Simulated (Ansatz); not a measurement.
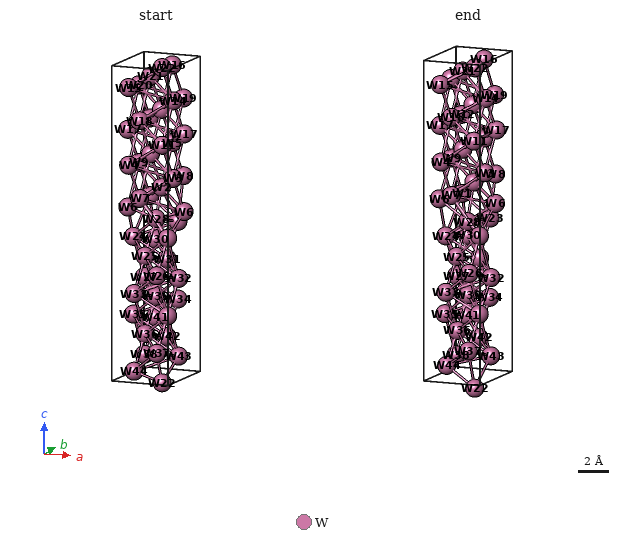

The structure of an interface cell of composition W before (left) and after (right) a relaxation, at one scale.

Style: ball-and-stick. Shown: the cell of the calculation (origin shifted), slightly off an axis.

Case: symmetric tilt boundary Sigma 11 (3 1 1), mirror between planes, shift [0.5, 0].

Level of theory: DFT PBE, scalar-relativistic, plane waves, PAW (Ansatz 0.2.0). Set-up: plane-wave cutoff 420 eV; k-point mesh 8 × 8 × 2; occupations gaussian; smearing width 0.1 eV; no spin polarisation; cell relaxed at fixed a, b, alpha, beta, gamma; force threshold 0.02 eV/Å; at most 60 steps.

Q: Summarise the run.

A: The run was cut off at its time limit before the relaxation converged, so the last structure is only a point on the way. Over 2 geometry steps the energy falls by 9.330 eV per cell of the calculation. Largest force component: 11 eV/Å at the start, 0.93 eV/Å at the end. Pressure: 9.28 GPa at the start and −0.90 GPa at the end. The largest moves relative to the cell, 0.38 Å, are those of W atoms. The drawn cell changes as follows: a unchanged at 4.502 Å, b unchanged at 7.798 Å, c 21.417 → 21.774 Å (+1.7 %); the volume changes by +1.7 %. Near-neighbour distances that change, for instance: W–W 2.179 → 2.727 Å, W–W 2.337 → 2.648 Å, W–W 2.584 → 2.810 Å, W–W 2.757 → 2.597 Å.
